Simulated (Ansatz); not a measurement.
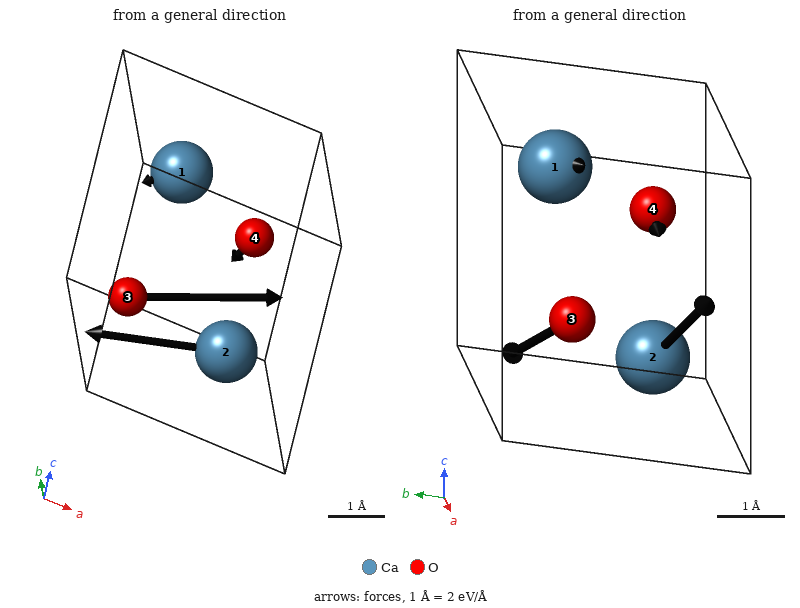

Shown here is a spheres-only view of the crystal, taken from two general directions. Atoms at the boundary of the simulation cell (the box) are drawn once for each face, edge or corner they touch. The arrows are the computed forces on the atoms.

System: CaO. The calculation used DFT PBEsol, scalar-relativistic, plane waves, PAW (Ansatz 0.2.0), with an energy cutoff of 420 eV, the zone sampled with 9×9×6 points, Gaussian smearing of 0.05 eV, no spin polarisation.

Do the forces show a relaxed structure?

No. The atoms still feel forces of up to about 4.9 eV/Å, far above a usual threshold of 0.01 to 0.03 eV/Å.

Where does the largest force act?

O3, about 4.9 eV/Å.

It goes back to a structure listed in the Materials Project. The cell was then strained or its atoms displaced on purpose. It went into a calculation with Ansatz.
